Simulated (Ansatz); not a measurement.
# SiC: single-point calculation

- system: SiC (4 atoms in the cell)
- method: DFT, PBE, plane waves, PAW, no spin polarisation (Ansatz 0.2.0)

The structure was built on a prototype by a generator. The geometry comes from this level: r2SCAN (a point of a series of strains). It belongs to a series of runs on one base structure; here: biaxial_xy strain -4.9%. Figures and captions count atoms from 1; the log counts them from 0 in places.

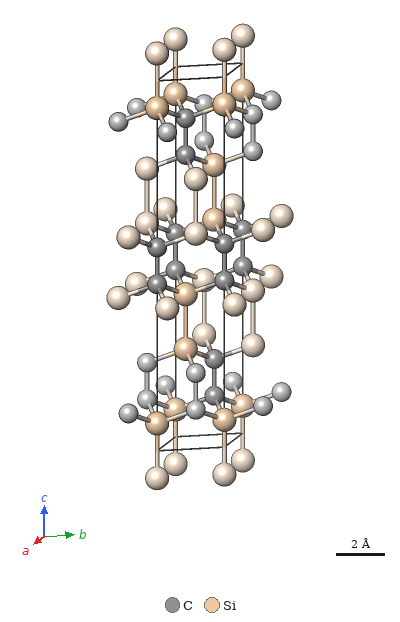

Fig. 1: The input geometry (ball-and-stick view of the cell 3 times as large as that of the calculation, set on its symmetry axes, seen slightly off an axis; neighbours outside the cell are drawn fainter). Near neighbours in the crystal (not all of them lie inside the picture): C has 1 C at 1.59 Å and 3 Si at 1.83 Å; Si has 3 C at 1.83 Å and 1 Si at 2.36 Å.

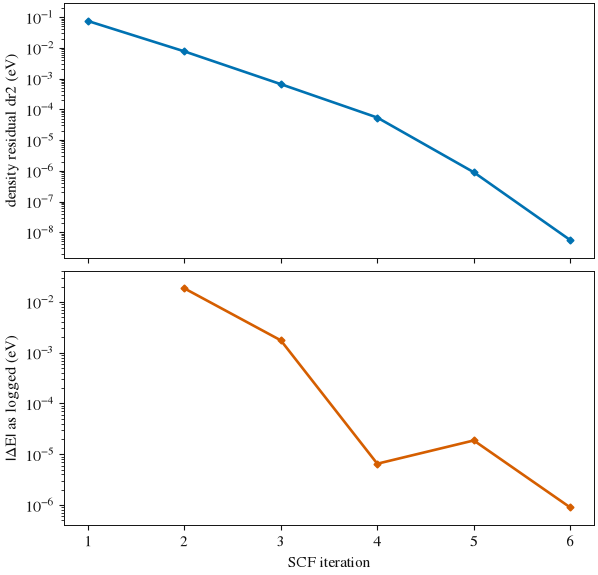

Fig. 2: Convergence of the self-consistent field: density residual dr2 and size of the energy change against the SCF iteration. The residual falls at every step.

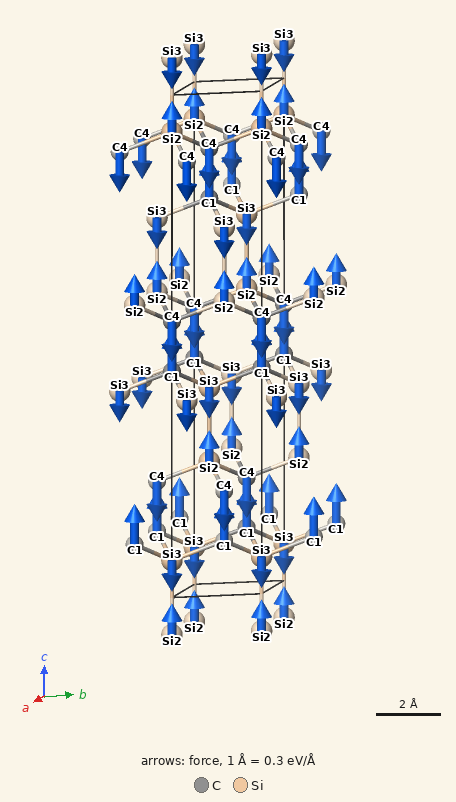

Fig. 3: Forces on the atoms as blue arrows (ball-and-stick view of the cell 3 times as large as that of the calculation, set on its symmetry axes, seen slightly off an axis; neighbours outside the cell are drawn fainter; atoms are numbered from 1 in the order of the input). The largest act on C1, C4 (0.39 eV/Å); Si2, Si3 (0.30 eV/Å). The geometry is not a stationary point of this energy.

The input and output of the run follow.

## The input
```yaml
crystal:
  lattice:
    - [1.4657416605, 0.8462463422, 5.3212273465]
    - [-1.4657416605, 0.8462463422, 5.3212273465]
    - [0.0, -1.6924926845, 5.3212273465]
  atoms:
    - { symbol: C, position: [0.4503465656, 0.4503465656, 0.4503465656] }
    - { symbol: Si, position: [0.9261347269, 0.9261347269, 0.9261347269] }
    - { symbol: Si, position: [0.0738652731, 0.0738652731, 0.0738652731] }
    - { symbol: C, position: [0.5496534344, 0.5496534344, 0.5496534344] }
kpoints:
  mp_grid: { grid: [10, 10, 10] }
  band_path:
    path:
      - [0.0, 0.0, 0.0]
      - [0.5, 0.5, 0.5]
      - [0.8146824084, 0.1853175916, 0.5]
      - [0.5, -0.1853175916, 0.1853175916]
      - [0.5, 0.0, 0.0]
      - [0.3426587958, -0.3426587958, 0.0]
      - [0.6573412042, 0.0, 0.3426587958]
      - [0.5, 0.0, 0.5]
    npoints: 1
hamiltonian:
  xc: pbe
scf:
  occupations: { method: fermi_dirac, width: 0.02 }
  n_extra_bands: 5
output:
  forces: true
  stress: true
  eigenvalues: true
```

Command:
```bash
ansatz run input.yaml --threads 4 --pin off --max-ram 3686MiB --backend cpu --events-out ev --progress --plain --runs-dir out
```

## Output
```
basis.fft_grid_basis auto: the FFT boxes are laid along the combinations [[1, 0, -1], [0, 1, -1], [0, 0, 1]] of the cell's own vectors, 2.931, 2.931 and 5.584 Å long. The dense box has 20×20×40 points. Along the cell's own vectors, as sized, it would have 40×40×40, 4.00 times as many. Of the 12 symmetry operations that the crystal satisfies within crystal.symmetry.tolerance (time reversal apart; of a slab, those that keep its plane) the dense box along the cell's own vectors carries 12, and the one as laid loses 8 of those. basis.fft_grid_basis: typed keeps the cell's own vectors: state it where this run's energies or levels are differenced outside the engine with another run's, or held beside a run that keeps those vectors.
scf.n_extra_bands = 5 over 8 filled bands (N_el = 16.0): the run solves 13 bands
Engine: ansatz 0.2.0, aarch64-unknown-linux-gnu
Pseudopotentials: kind: paw
Pseudopotential: C, paw, valence charge 4, recommended cutoff 420 eV (normal), C.paw.azcp
Pseudopotential: Si, paw, valence charge 4, recommended cutoff 420 eV (normal), Si.paw.azcp
Functional definition: PBE
  parameter kappa = 0.804
  parameter beta = 0.06672455060314922
  exchange = pbe_x(kappa = kappa, mu = beta*pi^2/3)
  correlation = pbe_c(beta = beta)
Crystal: 4 atoms, lattice volume = 39.602 Å³
Basis set: ecut = 420 eV, 785 PW (Γ), FFT grids on a1−a3, a2−a3, a3, exchange–correlation on 40×40×80 points (8 copies of the dense FFT grid, shifted against one another)
Bands: 13, of which v1, the nominal top of the filled ones, is band 8 counted from 1 (7 counted from 0)
Symmetry: 12 space group operations
Space group: R-3m (ITA 166), of the structure as read, at distance tolerance 3.4e-5 Å
k-points: 116 of 1000
Non-local potential: C, projectors of the file, l = 0: 2, l = 1: 2, l = 2: 1
Non-local potential: Si, projectors of the file, l = 0: 2, l = 1: 2, l = 2: 2
PAW form: soft (Blöchl's): semilocal exchange-correlation on the pseudo side does not see the compensation charge
PAW one-centre angular grid: C, 110 points (default); XC on 64 Gauss nodes
PAW one-centre angular grid: Si, 110 points (default); XC on 64 Gauss nodes
Initial density: superposition of atomic densities (neutral atoms: chi_scale 0, normalization atom), corrected by the library's trained network
Initial wavefunctions: pseudopotential atomic-orbital guess
Functional: x = pbe(κ = 0.804, μ = 0.2195149727645171), c = pbe(β = 0.06672455060314922)
SCF iter   1: F=—  HF=-1772.527788 eV  |F-HF|=—  |Δ(HF+E_count)|=         —  Δρ=7.93e-3  dr2=7.53e-2  ethr=1.77e-3  ⟨swp⟩=6.2  Hψ=10386  notcnv=0
preconditioner: auto → none  [insulator: Δε(μ)=0.089 eV  Ē_g=12.527 eV  σ=0.020 eV  W_gap=0.76  n_scr=2 (ndim 8)  ℏωp=23.6 eV  f_vac=0.000  D(μ)=0.30/eV (n_scr^D=0)  ε∞_Penn≈4.5]
SCF iter   2: F=—  HF=-1772.509330 eV  |F-HF|=—  |Δ(HF+E_count)|=   1.85e-2  Δρ=3.32e-3  dr2=7.72e-3  ethr=4.71e-4  ⟨swp⟩=2.3  Hψ=2991  notcnv=0  defer=110
SCF iter   3: F=—  HF=-1772.507579 eV  |F-HF|=—  |Δ(HF+E_count)|=   1.75e-3  Δρ=1.27e-3  dr2=6.61e-4  ethr=4.82e-5  ⟨swp⟩=2.2  Hψ=2423  notcnv=0  defer=110
SCF iter   4: F=—  HF=-1772.507572 eV  |F-HF|=—  |Δ(HF+E_count)|=   6.51e-6  Δρ=4.10e-4  dr2=5.40e-5  ethr=4.13e-6  ⟨swp⟩=2.1  Hψ=1980  notcnv=0  defer=110
SCF iter   5: F=—  HF=-1772.507591 eV  |F-HF|=—  |Δ(HF+E_count)|=   1.87e-5  Δρ=6.11e-5  dr2=8.97e-7  ethr=3.38e-7  ⟨swp⟩=2.7  Hψ=2321  notcnv=0  defer=110
SCF iter   6: F=-1772.507592 eV  HF=-1772.507592 eV  |F-HF|=4.46e-9  |Δ(HF+E_count)|=   8.96e-7  Δρ=4.45e-6  dr2=5.55e-9  ethr=6.25e-10  ⟨swp⟩=9.2  Hψ=8235  notcnv=0
SCF 1 converged in 6 iterations: F = -1772.507592 eV  dr2 = 5.55e-9
  greatest PAW one-centre occupation: 0.650 electrons in one spin orbital (limit 2), on the C atom at site 3 (counted from 0), in its partial waves of l = 0
NSCF: frozen V_eff on 8 k-points
SCF converged after 6 iterations
Free energy (F): -1772.507592 eV
Harris-Foulkes:  -1772.507592 eV  (|F-HF|=4.46e-9)
Internal energy: -1772.507004 eV  (E = F + TS)
E sigma→0 (E₀):  -1772.507298 eV
Entropy (-TS):   -0.000588 eV (-0.147 meV/atom)
Fermi energy:    11.373663 eV
--- Per-component energies (eV) ---
  E_band       = 64.701163
  E_kinetic    = 278.000582
  E_local      = -255.372653  (includes V_loc(G=0)·N_el)
  E_nonlocal   = 107.178648
  E_hartree    = 87.556538
  E_xc         = -212.912386
  E_vxc        = -221.154202  (∫ρ·V_xc dr)
  E_paw        = -1224.887977  (= ΣΔE_a)
  E_vpaw       = -19.064527  (= ΣTr[D̂ρ^β])
  E_aug_tail   = 0.000028  (compensation charges beyond the density's cutoff)
  E_ewald      = -552.069784
  E_smearing   = -0.000588  (= −TS)
  E_closure    = -0.000000  (closes the sum)
  Σ components = -1772.507592   (vs F -1772.507592, Δ=0.00e0)
--- Forces (eV/Å), atoms counted from 1 ---
  atom   1  C      0.00000000    -0.00000000     0.38824330
  atom   2  Si     0.00000000    -0.00000000     0.29976558
  atom   3  Si    -0.00000000     0.00000000    -0.29976558
  atom   4  C     -0.00000000     0.00000000    -0.38824330
  max |Σ_I F_I| component: 5.55e-17 eV/Å
--- Stress (GPa, compression-positive) ---
       36.578555       0.000000       0.000000
        0.000000      36.578555       0.000000
        0.000000       0.000000       8.632702
  P = ⅓ Tr σ = 27.2633 GPa (272.633 kbar)
--- Band table (eV; the first three rows and the last of 116) ---
  k-point 0: bands = ["-6.2266", "-2.4039", "0.7361", "8.7273", "8.7273", "9.5476", "11.3763", "11.3763", "14.1952", "16.2274", "18.1880", "18.1880", "18.5712"]
  k-point 1: bands = ["-6.0399", "-2.2400", "0.9366", "7.8651", "8.5039", "9.4870", "10.5348", "11.0922", "14.3779", "16.7770", "17.3215", "18.2207", "18.4464"]
  k-point 2: bands = ["-5.4908", "-1.7556", "1.5029", "6.0191", "7.9913", "8.6419", "9.2945", "10.4686", "14.6258", "16.1026", "16.4626", "18.7756", "18.8971"]
  k-point 115: bands = ["-5.8623", "-3.7269", "3.9102", "5.5327", "8.7168", "8.7168", "11.3637", "11.3637", "16.1365", "17.4632", "17.7907", "17.7907", "18.5700"]
```

## File bands.tsv
```
# k_distance	band_0	band_1	band_2	band_3	band_4	band_5	band_6	band_7	band_8	band_9	band_10	band_11	band_12
# fermi_ev = 11.373663
# lock_threshold_ev = 1e-6
# [0, 0, 0] at k_distance = 0.000000
# [0.5, 0.5, 0.5] at k_distance = 0.590389
# [0.8146824084, 0.1853175916, 0.5] at k_distance = 1.939336
# [0.5, -0.1853175916, 0.1853175916] at k_distance = 2.356578
# [0.5, 0, 0] at k_distance = 3.150978
# [0.3426587958, -0.3426587958, 0] at k_distance = 3.912112
# [0.6573412042, 0, 0.3426587958] at k_distance = 4.311748
# [0.5, 0, 0.5] at k_distance = 4.986222
# levels_relative_to = fermi_ev
# free_energy_ev = -1772.507592
# largest_residual_norms_ev = 7.886e-4 9.209e-4 6.302e-4 5.497e-4 6.370e-4 5.190e-4 7.314e-4 9.371e-4 1.160e-3 2.304e-3 9.999e-4 8.764e-4 1.540e-3
0.000000	-17.600294	-13.777521	-10.637553	-2.646357	-2.646357	-1.826055	0.002591	0.002591	2.821493	4.853704	6.814308	6.814308	7.197542
0.590389	-17.235934	-15.100556	-7.463419	-5.840918	-2.656821	-2.656821	-0.010008	-0.010008	4.762820	6.089551	6.417041	6.417041	7.196375
1.939336	-13.787755	-10.337691	-9.069367	-9.020159	-6.763785	-5.942980	-5.184967	-2.640180	1.395736	2.223867	6.244590	7.431858	8.768131
2.356578	-13.787755	-10.337691	-9.069367	-9.020159	-6.763785	-5.942980	-5.184967	-2.640180	1.395736	2.223867	6.244590	7.431858	8.768131
3.150978	-14.340748	-11.276407	-10.143059	-7.641225	-6.335153	-4.418827	-4.408410	-2.096640	1.912541	3.740530	3.848872	6.421934	7.551313
3.912112	-13.769013	-10.239023	-9.209895	-8.896257	-6.916087	-5.666290	-5.505489	-2.705010	1.315509	2.760962	5.486626	7.984502	8.853738
4.311748	-13.769013	-10.239023	-9.209895	-8.896257	-6.916087	-5.666290	-5.505489	-2.705010	1.315509	2.760962	5.486626	7.984502	8.853738
4.986222	-14.303041	-11.002656	-10.278216	-8.897131	-5.730085	-4.585663	-1.892254	-1.666128	-0.330951	2.271305	4.084719	5.920786	5.950182
```

## Results in brief

| quantity | value |
| --- | --- |
| outcome | converged |
| space group (tolerance 0.01 Å) | R-3m (166) |
| electrons treated | 16 |
| free energy | −1772.5076 eV |
| Fermi energy | 11.374 eV |
| band gap | none (metallic) |
| pressure | 27.26 GPa |
| largest force (length of the vector) | 0.388 eV/Å |
| hardware | 4 threads of an Arm (aarch64) CPU, shared host |
| wall time | 1.8 s (CPU time 5.2 s) |
| peak memory | 0.34 GiB |
